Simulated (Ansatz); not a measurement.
System: NiAs-type AlN, space group P6_3/mmc, 4 atoms in the cell, relaxed with r2SCAN.

Space group P6_3/mmc (No. 194). a = 2.833 Å, b = 2.833 Å, c = 4.841 Å, α = 90.00°, β = 90.00°, γ = 120.00°
```
atom  site  symmetry       x       y       z
  Al    2a      -3m.  0.0000  0.0000  0.0000
   N    2c      -6m2  0.3333  0.6667  0.2500
```

Level of theory: PBE, Ansatz PAW set, no spin polarisation, no spin-orbit coupling, 12×12×6 k mesh, 420 eV cutoff, Fermi-Dirac smearing of 0.02 eV; code Ansatz 0.2.0.

What will the density of states look like?

There is a gap; over the k points computed it is 4.92 eV (indirect; the smallest direct gap on the k mesh is 5.17 eV). Within the window shown, the tallest peak of the filled states lies 1.6 eV under the valence-band top, at about 2.8 states per eV and cell.

LDA, GGA and most meta-GGA functionals understate gaps. The cell is at 6 GPa in this functional. The usual form of AlN is wurtzite.

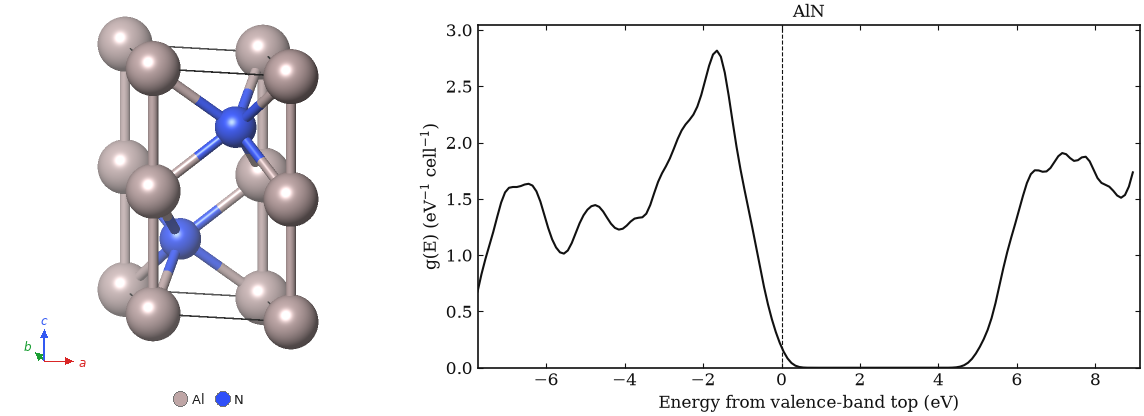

Density of states, beside the structure. Energies are counted from the top of the valence band. The DOS curve is built from the levels of the k mesh with Gaussians 0.55 eV wide, which also blur the band edges; ripples of that width can come from the mesh.
